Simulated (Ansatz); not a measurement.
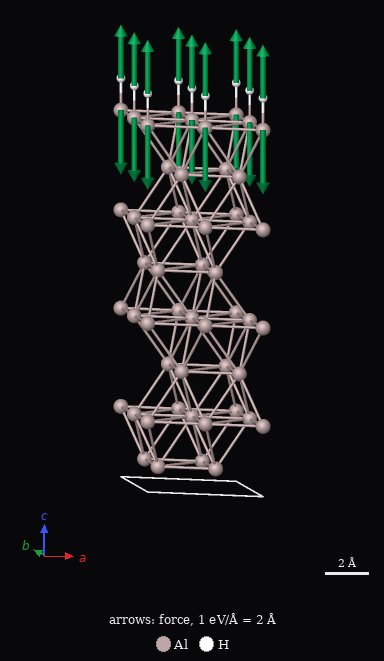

Starting geometry of a slab of composition Al₈H (cut from the P6_3/mmc phase) with the computed forces as green arrows. The picture is a ball-and-stick view of the 2 × 2 repeat of the cell, outlined in the plane, without the vacuum, seen slightly off an axis.

Case: H put at a top Al site. The slab is the (0 0 1) face of Al with H on it. 4 atoms are held fixed.

Theory: Ansatz 0.2.0, DFT PBEsol, scalar-relativistic, plane waves, PAW. (plane-wave cutoff 420 eV; k-point mesh 12 × 12 × 1; occupations gaussian; smearing width 0.1 eV; no spin polarisation; dipole correction; atoms relaxed in a fixed cell; force threshold 0.03 eV/Å; at most 70 steps)

What follows when this structure is relaxed?

It isn't relaxed: the largest force vector, on an Al atom, is 1.52 eV/Å. The final displacements follow the starting forces only in part (cosine between the two patterns 0.38). The energy falls by 71.8 meV per cell of the calculation in 3 geometry steps. The largest force component goes from 1.5 to 0.0019 eV/Å. The largest move is that of an Al atom, 0.16 Å along the normal (−c). By element the largest moves are Al 0.16 Å, H 0.07 Å. The cell stays as it was. Some distances before and after: Al–Al 2.887 → 2.795 Å, Al–H 1.520 → 1.612 Å, Al–Al 2.857 → 2.836 Å, Al–Al 2.833 → 2.814 Å. The run took 30 s on 2 threads of Intel(R) Xeon(R) Processor @ 2.70GHz, on a shared host, peak memory 0.49 GiB.

Limits of the set-up: the periodic images lie only 2.8 Å apart, so the values are limited by the cell's size.
